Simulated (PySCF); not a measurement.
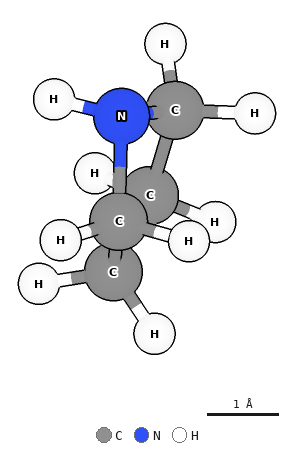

Starting structure of C4H9N. Style: ball-and-stick. Shown from a free direction.

The start comes from MMFF94s. Its atoms were then displaced at random by about 0.03 Å.

Level of theory: PBE0-D3(BJ)/def2-SVP geometry optimisation, gas phase in PySCF 2.14.0, density-fitted response routines.

```xyz
14

C    -0.1659   -1.1966    0.1401
C     1.0732   -0.3718    0.0661
C     0.6366    1.1017    0.0235
N    -0.5678    1.1261   -0.4958
C    -1.3114   -0.0679    0.1013
H    -0.3335   -1.7471   -0.7634
H    -0.2624   -1.7640    1.0154
H     1.6837   -0.6124   -0.8532
H     1.7242   -0.5733    0.9884
H     0.6915    1.5193    1.0930
H     1.3499    1.7002   -0.5367
H    -0.6017    0.9656   -1.4729
H    -2.2833   -0.3275   -0.4426
H    -1.6525    0.2038    1.1801
```

**What does the optimiser find from here?**

The largest move after the best rigid fit is that of H6, 0.13 Å. By element the largest moves are H 0.13 Å, N 0.11 Å, C 0.07 Å. Some distances before and after: C3–N4 1.312 → 1.453 Å, N4–C5 1.528 → 1.454 Å, C1–C5 1.609 → 1.547 Å, C5–H14 1.164 → 1.104 Å. Bond angles that change, for instance: C5–C1–H6 103.2° → 111.1°, H6–C1–H7 114.3° → 106.7°, C3–N4–H12 114.8° → 108.9°. The energy falls by 21.4 kcal/mol in 6 geometry steps.

Final geometry:

```xyz
14

C    -0.2196   -1.1535    0.1545
C     1.1139   -0.3804    0.0695
C     0.6822    1.1004    0.0605
N    -0.6699    1.1380   -0.4698
C    -1.2995   -0.0475    0.0904
H    -0.3227   -1.8570   -0.6861
H    -0.3016   -1.7491    1.0766
H     1.6486   -0.6272   -0.8614
H     1.7971   -0.6149    0.8997
H     0.6659    1.4935    1.0928
H     1.3538    1.7518   -0.5185
H    -0.6295    1.0442   -1.4838
H    -2.1883   -0.3327   -0.4914
H    -1.6499    0.1906    1.1102
```

The end point in the same view:

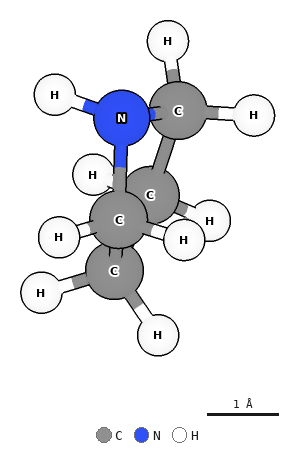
